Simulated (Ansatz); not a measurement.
Fermi surface of Yb in space group P6_3/mmc from first principles.

The calculation's input:

```yaml
crystal:
  lattice:
    - [3.8799, 0.0, 0.0]
    - [-1.93995, 3.36009196, 0.0]
    - [0.0, 0.0, 6.3859]
  atoms:
    - { symbol: Yb, position: [0.33333333, 0.66666667, 0.25], spin: 1.0 }
    - { symbol: Yb, position: [0.66666667, 0.33333333, 0.75], spin: 1.0 }
basis:
  ecutwfc: 420
kpoints:
  mp_grid: { grid: [12, 12, 6] }
hamiltonian:
  xc: pbesol
  pseudopotentials: { kind: paw }
scf:
  occupations: { method: gaussian, width: 0.05 }
output:
  forces: true
  eigenvalues: true
  eigenstates:
    nscf_kmesh: { grid: [36, 36, 16] }
    top_band: c6
    de_dk: true
    localisation: false
  stress: true
  populations: true
checkpoint:
  write: ck
  compress: false
  write_wavefunctions: false
  write_every: 100000
magnetization:
  spin_polarized: true
```

Launched as:

```sh
ansatz run input.yaml --threads 1 --pin off --max-ram 3072MiB --backend cpu --events-out ev --progress --plain --runs-dir out
```

Method: DFT PBEsol, scalar-relativistic, plane waves, PAW; levels and slopes on a dense k mesh at the converged density in Ansatz. Started with collinear moments, which vanished: the result is non-magnetic and both spins have the same bands. k mesh for the levels: 36×36×16. Unrelaxed database geometry (residual pressure −3 GPa).

Three bands cross the Fermi level; this is a three-dimensional metal. The density of states at the Fermi level is 2.0 states/eV per primitive cell. The intraband plasma frequencies along the cartesian axes x, y and z of the cell as given are 1.9, 1.9 and 2.2 eV.

Band 23: specks under 0.04 % of the zone, which the mesh doesn't resolve and which may come from the interpolation; mean Fermi speed 3.6 × 10⁵ m/s.
Band 24: six hole pockets on the K–Γ line (each 0.41 % of the zone) and two hole pockets centred at H (each 0.08 % of the zone).
Band 25: one electron pocket in a ring or shell around Γ (1.6 % of the zone) and two electron pockets centred at K (each 0.53 % of the zone).
A pocket cut by a face of the zone is counted once with the part on the opposite face.
The shape of the surface of all these bands changes its kind within 0.05 eV of this level, so small parts may appear, vanish, join or separate.

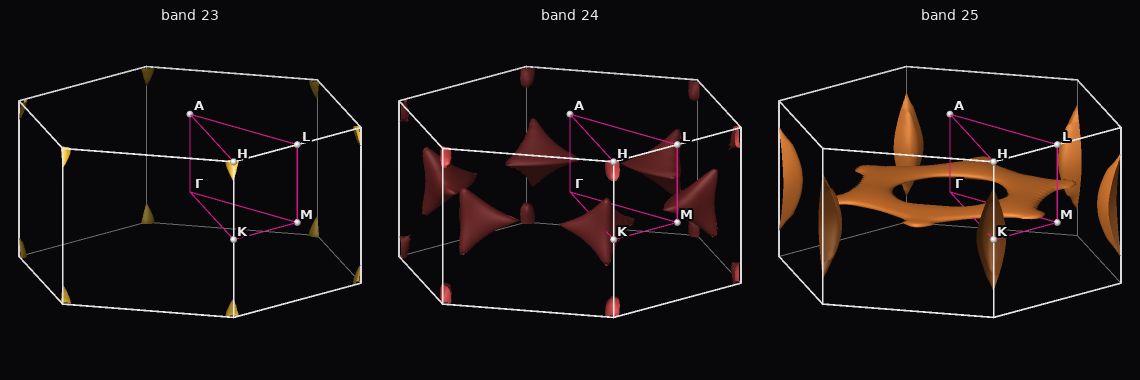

Each panel holds one band. The brighter face of a sheet looks towards empty states.

The f shell has no Hubbard term here, so f bands at the Fermi level, and with them the metal itself, can be an artefact. Spin-orbit coupling is left out; with Yb it can split, shift or remove sheets. Necks and pockets thinner than about two mesh steps aren't resolved, so separate pockets may in truth be joined.
